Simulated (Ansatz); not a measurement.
System: GaO, space group P-6m2 (No. 187) (cell built by us, not taken from a database).

Input file:
```
crystal:
  lattice:
    - [3.0498921063, 0.0, 0.0]
    - [-1.5249460532, 2.6412840428, 0.0]
    - [0.0, 0.0, 12.1439865981]
  atoms:
    - { symbol: Ga, position: [0.3333333333, 0.6666666667, 0.3996725104] }
    - { symbol: Ga, position: [0.3333333333, 0.6666666667, 0.6003274896] }
    - { symbol: Ga, position: [0.0, 0.0, 0.1003507901] }
    - { symbol: Ga, position: [0.0, 0.0, 0.8996492099] }
    - { symbol: O, position: [0.6666666667, 0.3333333333, 0.1599108481] }
    - { symbol: O, position: [0.6666666667, 0.3333333333, 0.8400891519] }
    - { symbol: O, position: [0.0, 0.0, 0.3397688569] }
    - { symbol: O, position: [0.0, 0.0, 0.6602311431] }
basis:
  ecutwfc: 420
kpoints:
  mp_grid: { grid: [12, 12, 4] }
hamiltonian:
  xc: pbe
scf:
  occupations: { method: fixed }
output:
  eigenvalues: true
phonons:
  method: dfpt
  dielectric: true
  rigid_motions: translations
  eigenvectors: true
```

Run as:
```bash
ansatz run input.yaml --threads 2 --pin off --max-ram 6144MiB --backend cpu --events-out ev --progress --plain --runs-dir out
```

How it was computed, with Ansatz 0.2.0: harmonic phonon frequencies at the zone centre with atoms at rest in the given cell, without the long-range term of polar modes, the three translations left out, imaginary frequencies are negative; plane waves with PAW datasets, Γ-centred k mesh. Level: PBE, no spin polarisation.

wave cutoff 420 eV; k mesh 12×12×4; occupations fixed; pressure 10 GPa; phonon method linear response.

Describe the result: the zone-centre optical phonon frequencies (the three acoustic modes are left out).

No frequency is imaginary, so the structure is stable to these displacements (zone-boundary modes weren't tested here). The highest mode lies at 534.0 cm⁻¹ (without the field of polar modes). The optical modes lie at 56.8 (×2), 71.5 (×2), 88.7 (×2), 92.4, 220.5, 244.1, 377.6, 495.6 (×4), 506.7, 509.4 (×4), 524.3, 534.0 cm⁻¹.

```json
{"frequency (cm⁻¹)": "56.8"}
{"frequency (cm⁻¹)": "56.8"}
{"frequency (cm⁻¹)": "71.5"}
{"frequency (cm⁻¹)": "71.5"}
{"frequency (cm⁻¹)": "88.7"}
{"frequency (cm⁻¹)": "88.7"}
{"frequency (cm⁻¹)": "92.4"}
{"frequency (cm⁻¹)": "220.5"}
{"frequency (cm⁻¹)": "244.1"}
{"frequency (cm⁻¹)": "377.6"}
{"frequency (cm⁻¹)": "495.6"}
{"frequency (cm⁻¹)": "495.6"}
{"frequency (cm⁻¹)": "495.7"}
{"frequency (cm⁻¹)": "495.7"}
{"frequency (cm⁻¹)": "506.7"}
{"frequency (cm⁻¹)": "509.4"}
{"frequency (cm⁻¹)": "509.4"}
{"frequency (cm⁻¹)": "509.4"}
{"frequency (cm⁻¹)": "509.4"}
{"frequency (cm⁻¹)": "524.3"}
{"frequency (cm⁻¹)": "534.0"}
```

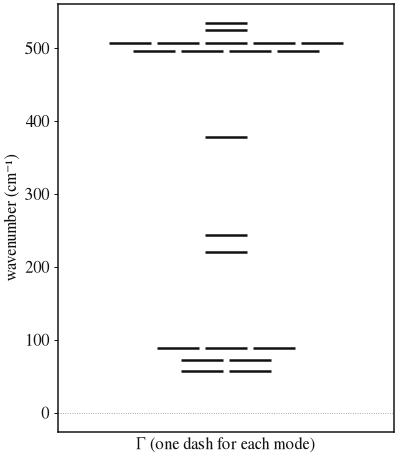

Keep in mind: field response not converged on the k mesh; gap may have closed between mesh points; weakly bound, no dispersion correction.
